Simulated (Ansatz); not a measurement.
Geometry relaxation, with input and output: HfO$_{2}$ (part 1 of 2)

System: HfO$_{2}$ (disordered cell, 15 atoms in the cell).
Method: DFT PBE, scalar-relativistic, plane waves, PAW, no spin polarisation (Ansatz 0.2.0).

It belongs to a series of runs on one base structure; here: the last frame of the dynamics, relaxed further on a centred mesh.

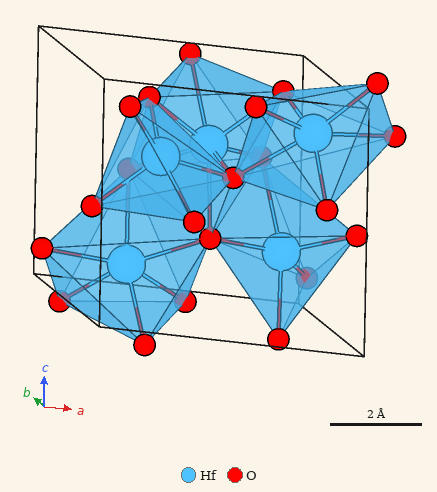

*The input geometry (polyhedral view of the cell of the calculation, seen slightly off an axis; polyhedra are completed across the faces of the cell). An atom can appear more than once, as a periodic image.*

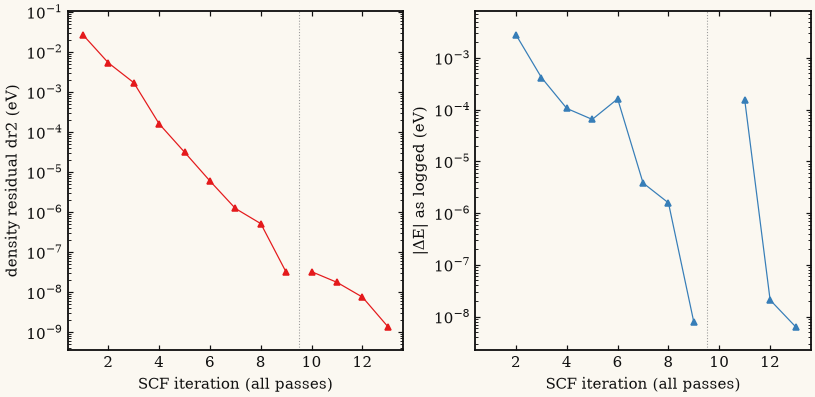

*Convergence of the self-consistent field: density residual dr2 and size of the energy change against the SCF iteration. The dotted lines part the SCF passes of the relaxation: geometry steps, rejected trials and re-solves on a re-selected basis.*

The passes take 9 and 4 iterations.

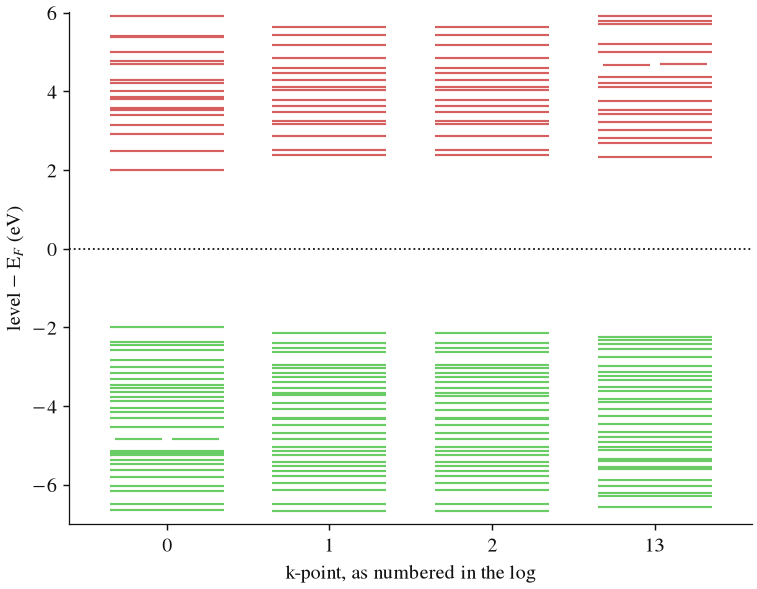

*Kohn–Sham levels near the Fermi level (dotted) at the few k-points that the log prints; levels within 0.02 eV of each other stand side by side.*

Among these points the highest filled and lowest empty levels are 4.01 eV apart, which is the gap on the mesh.

These pictures come from the run below.

### Input file
```yaml
crystal:
  lattice:
    - [6.6594580326, 0.6721579944, -0.6464007647]
    - [0.6397963057, 5.672598129, -0.1697367333]
    - [-0.6630083582, -0.1855735839, 5.6727529356]
  atoms:
    - { symbol: Hf, position: [0.8704355812, 0.7575923997, 0.2455299513] }
    - { symbol: Hf, position: [0.8414049589, 0.2002453119, 0.8393306102] }
    - { symbol: Hf, position: [0.3079528736, 0.3541306301, 0.648711367] }
    - { symbol: Hf, position: [0.3360024364, 0.9486914938, 0.0903576258] }
    - { symbol: Hf, position: [0.5887304316, 0.7548946202, 0.6451196694] }
    - { symbol: O, position: [0.0890912001, 0.4999352465, 0.3910113551] }
    - { symbol: O, position: [0.1553149706, 0.2214426421, 0.8602398754] }
    - { symbol: O, position: [0.3585321135, 0.035431677, 0.4586148196] }
    - { symbol: O, position: [0.8185460512, 0.5684227705, 0.9264787543] }
    - { symbol: O, position: [0.021887157, 0.9697037697, 0.1118404638] }
    - { symbol: O, position: [0.5880172306, 0.0567844881, 0.9457043091] }
    - { symbol: O, position: [0.5867827127, 0.6995915884, 0.2771811158] }
    - { symbol: O, position: [0.5910254024, 0.3868441658, 0.5894729699] }
    - { symbol: O, position: [0.8310885478, 0.9288336108, 0.5862459534] }
    - { symbol: O, position: [0.3466772011, 0.6953324507, 0.8195265534] }
  symmetry: { detect: false }
basis:
  ecutwfc: 420
kpoints:
  mp_grid: { grid: [3, 3, 3] }
hamiltonian:
  xc: pbe
scf:
  occupations: { method: gaussian, width: 0.1 }
  lower_state_search: "off"
output:
  forces: true
  stress: true
  eigenvalues: true
relax:
  adjacent_minimum: "off"
  f_tol: 0.04
  max_steps: 25
  cell: { stress_tol: 0.3 }
```

Launch command:
```bash
ansatz run input.yaml --threads 2 --pin off --max-ram 5120MiB --backend cpu --events-out ev --progress --plain --runs-dir out
```

### The program's output
```
Engine: ansatz 0.2.0, x86_64-unknown-linux-gnu
Pseudopotentials: kind: paw
Pseudopotential: Hf, paw, valence charge 26, recommended cutoff 420 eV (normal), Hf.paw.azcp
Pseudopotential: O, paw, valence charge 6, recommended cutoff 420 eV (normal), O.paw.azcp
Functional definition: PBE
  parameter kappa = 0.804
  parameter beta = 0.06672455060314922
  exchange = pbe_x(kappa = kappa, mu = beta*pi^2/3)
  correlation = pbe_c(beta = beta)
Crystal: 15 atoms, lattice volume = 209.368 Å³
Basis set: ecut = 420 eV, 4071 PW (Γ), exchange–correlation on 90×80×80 points (8 copies of the dense FFT grid, shifted against one another)
Bands: 114, of which v1, the nominal top of the filled ones, is band 95 counted from 1 (94 counted from 0)
Symmetry: 1 space group operations
k-points: 14 of 27 (time reversal used)
Non-local potential: Hf, projectors of the file, l = 0: 3, l = 1: 2, l = 2: 2, l = 3: 3
Non-local potential: O, projectors of the file, l = 0: 2, l = 1: 2, l = 2: 1
PAW form: soft (Blöchl's): semilocal exchange-correlation on the pseudo side does not see the compensation charge
PAW one-centre angular grid: Hf, 590 points (default); XC on 64 Gauss nodes
PAW one-centre angular grid: O, 110 points (default); XC on 64 Gauss nodes
Initial density: superposition of atomic densities (neutral atoms: chi_scale 0, normalization atom), corrected by the library's trained network
Initial wavefunctions: pseudopotential atomic-orbital guess
Functional: x = pbe(κ = 0.804, μ = 0.2195149727645171), c = pbe(β = 0.06672455060314922)
SCF iter   1: F=—  HF=-84306.233349 eV  |F-HF|=—  |Δ(HF+E_count)|=         —  Δρ=3.73e-3  dr2=2.66e-2  ethr=1.77e-3  ⟨swp⟩=4.4  Hψ=5125  notcnv=0
preconditioner: auto → Resta (q_TF=auto, 2.685 Å⁻¹)  ε∞=4.8  [insulator: Δε(μ)=4.053 eV  Ē_g=17.651 eV  σ=0.100 eV  W_gap=1.00  n_scr=74 (ndim 8)  ℏωp=34.4 eV  f_vac=0.190  D(μ)=0.00/eV (n_scr^D=0)  ε∞_Penn≈4.8]
SCF iter   2: F=—  HF=-84306.230565 eV  |F-HF|=—  |Δ(HF+E_count)|=   2.78e-3  Δρ=1.90e-3  dr2=5.31e-3  ethr=1.40e-5  ⟨swp⟩=2.0  Hψ=2898  notcnv=0
SCF iter   3: F=—  HF=-84306.230981 eV  |F-HF|=—  |Δ(HF+E_count)|=   4.16e-4  Δρ=7.86e-4  dr2=1.70e-3  ethr=2.80e-6  ⟨swp⟩=2.0  Hψ=2399  notcnv=0
SCF iter   4: F=—  HF=-84306.231086 eV  |F-HF|=—  |Δ(HF+E_count)|=   1.05e-4  Δρ=2.24e-4  dr2=1.59e-4  ethr=8.95e-7  ⟨swp⟩=2.0  Hψ=1971  notcnv=0
SCF iter   5: F=—  HF=-84306.231151 eV  |F-HF|=—  |Δ(HF+E_count)|=   6.45e-5  Δρ=1.24e-4  dr2=3.12e-5  ethr=8.36e-8  ⟨swp⟩=2.0  Hψ=2724  notcnv=0
SCF iter   6: F=—  HF=-84306.230990 eV  |F-HF|=—  |Δ(HF+E_count)|=   1.61e-4  Δρ=4.72e-5  dr2=5.96e-6  ethr=1.64e-8  ⟨swp⟩=2.0  Hψ=2736  notcnv=0
SCF iter   7: F=—  HF=-84306.230994 eV  |F-HF|=—  |Δ(HF+E_count)|=   3.81e-6  Δρ=1.91e-5  dr2=1.23e-6  ethr=3.13e-9  ⟨swp⟩=2.0  Hψ=2738  notcnv=0
SCF iter   8: F=—  HF=-84306.230995 eV  |F-HF|=—  |Δ(HF+E_count)|=   1.57e-6  Δρ=1.71e-5  dr2=5.14e-7  ethr=6.50e-10  ⟨swp⟩=2.0  Hψ=2749  notcnv=0
SCF iter   9: F=-84306.230995 eV  HF=-84306.230995 eV  |F-HF|=4.23e-8  |Δ(HF+E_count)|=   7.70e-9  Δρ=3.25e-6  dr2=3.13e-8  ethr=5.26e-11  ⟨swp⟩=8.0  Hψ=8150  notcnv=0
SCF 1 converged in 9 iterations: F = -84306.230995 eV  dr2 = 3.13e-8
  greatest PAW one-centre occupation: 0.999 electrons in one spin orbital (limit 2), on the Hf atom at site 1 (counted from 0), in its partial waves of l = 0
relax step   1: F+E_penalty+E_count = -84306.23099531 eV  Δ(F+E_penalty+E_count) = +0.000e0 eV  max|allowed force component| = 1.974e-2 eV/Å  Δτ_max = 0.0000 Å  P = +0.043 GPa  Ω = 209.368 Å³  (9 SCF iters, dr2 threshold 1.00e-7 eV, accepted)
Initial density: handed on by an earlier stage of this run
Initial wavefunctions: pseudopotential atomic-orbital guess (no wavefunctions were taken with the density)
iter 1 solved again at ethr=1.24e-7 eV; its pass at ethr=3.10e-3 eV (dr2=2.37e-4 eV) is discarded
SCF iter   1: F=—  HF=-84306.231150 eV  |F-HF|=—  |Δ(HF+E_count)|=         —  Δρ=4.05e-6  dr2=3.25e-8  ethr=1.24e-7  ⟨swp⟩=4.0  Hψ=9524  notcnv=0
eigensolver tolerance schedule: the retry pair's looser diagonalisation over-reported the residual by 7282.10 of it (diagonalisation noise at 0.41 of the residual, at the tolerance the schedule requests for it); recorded, not acted on — ethr = c·dr2/N_el stays at c = 1.0e-1
preconditioner: auto → Resta (q_TF=auto, 2.685 Å⁻¹)  ε∞=4.8  [insulator: Δε(μ)=4.008 eV  Ē_g=17.642 eV  σ=0.100 eV  W_gap=1.00  n_scr=74 (ndim 8)  ℏωp=34.4 eV  f_vac=0.192  D(μ)=0.00/eV (n_scr^D=0)  ε∞_Penn≈4.8]
SCF iter   2: F=—  HF=-84306.230995 eV  |F-HF|=—  |Δ(HF+E_count)|=   1.55e-4  Δρ=2.32e-6  dr2=1.76e-8  ethr=1.71e-11  ⟨swp⟩=3.2  Hψ=4259  notcnv=0
SCF iter   3: F=—  HF=-84306.230995 eV  |F-HF|=—  |Δ(HF+E_count)|=   2.09e-8  Δρ=1.64e-6  dr2=7.54e-9  ethr=9.25e-12  ⟨swp⟩=2.0  Hψ=2884  notcnv=0
SCF iter   4: F=-84306.230995 eV  HF=-84306.230995 eV  |F-HF|=5.97e-10  |Δ(HF+E_count)|=   6.37e-9  Δρ=1.16e-6  dr2=1.38e-9  ethr=2.84e-12  ⟨swp⟩=6.0  Hψ=6075  notcnv=0
SCF 2 converged in 4 iterations: F = -84306.230995 eV  dr2 = 1.38e-9
relax step   2: F+E_penalty+E_count = -84306.23099532 eV  Δ(F+E_penalty+E_count) = -1.058e-8 eV  max|allowed force component| = 1.975e-2 eV/Å  Δτ_max = 0.0000 Å  P = +0.043 GPa  Ω = 209.368 Å³  stress off target by 1.07e-1 GPa  SCF on the basis re-selected at this cell (its energy is not comparable with the rows above)  (4 SCF iters)
basis re-selected at this cell: Δ(F+E_penalty+E_count) = -1.058e-8 eV, ΔP = +0.000 GPa vs the last step (what re-selecting the basis moved, of the pressure what is left beyond the Pulay correction that the steps carried, after the strain that the cell walked since its last selection, with what the two solves' SCF thresholds leave and, on support functions, any second-order correction that the steps lacked; it is no measure of the basis error at this ecutwfc). This SCF's stress stands 1.07e-1 GPa from its target on what of the cell is left free (relax.cell.stress_tol is 3.00e-1 GPa) and its largest allowed force component is 1.98e-2 eV/Å (relax.f_tol is 4.00e-2 eV/Å): within both
SCF converged after 4 iterations
Free energy (F): -84306.230995 eV
Harris-Foulkes:  -84306.230995 eV  (|F-HF|=5.97e-10)
Internal energy: -84306.230995 eV  (E = F + TS)
E sigma→0 (E₀):  -84306.230995 eV
Fermi energy:    12.553449 eV
--- Per-component energies (eV) ---
  E_band       = -655.058977
  E_kinetic    = 3852.019224
  E_local      = -36651.551729  (includes V_loc(G=0)·N_el)
  E_nonlocal   = -5734.530895
  E_hartree    = 16691.047194
  E_xc         = -2235.307055
  E_vxc        = -2268.606932  (∫ρ·V_xc dr)
  E_paw        = -36217.500280  (= ΣΔE_a)
  E_vpaw       = 6765.493717  (= ΣTr[D̂ρ^β])
  E_aug_tail   = 0.024656  (compensation charges beyond the density's cutoff)
  E_ewald      = -24010.432110
  E_smearing   = -0.000000  (= −TS)
  E_closure    = -0.000000  (closes the sum)
  Σ components = -84306.230995   (vs F -84306.230995, Δ=0.00e0)
--- Forces (eV/Å), atoms counted from 1 ---
  atom   1  Hf    -0.00216451     0.01500527    -0.00543558
  atom   2  Hf    -0.00881185    -0.00671015    -0.00901820
  atom   3  Hf     0.00167563    -0.00659017     0.01688340
  atom   4  Hf     0.00991277    -0.00510280    -0.00351442
  atom   5  Hf     0.00022420     0.01760779     0.01975363
  atom   6  O     -0.00173405    -0.00597715    -0.00769345
  atom   7  O      0.00195190     0.00761428     0.00655234
  atom   8  O     -0.00494122    -0.00196287    -0.01373704
  atom   9  O      0.00738605    -0.01098251    -0.00351631
  atom  10  O     -0.00434495     0.00623292     0.00623328
  atom  11  O      0.00198409    -0.00821696    -0.00582396
  atom  12  O      0.00353676     0.00602869     0.00107434
  atom  13  O     -0.00246503    -0.00002743     0.00628996
  atom  14  O      0.00973498    -0.00474230    -0.00201983
  atom  15  O     -0.01193685    -0.00218021    -0.00604007
  max |Σ_I F_I| component: 1.19e-5 eV/Å
--- Stress (GPa, compression-positive) ---
        0.103215       0.003798       0.019497
        0.003798       0.026144      -0.017125
        0.019497      -0.017125      -0.000172
  P = ⅓ Tr σ = 0.0431 GPa (0.431 kbar)
--- Band table (eV; the first three rows and the last of 14) ---
```
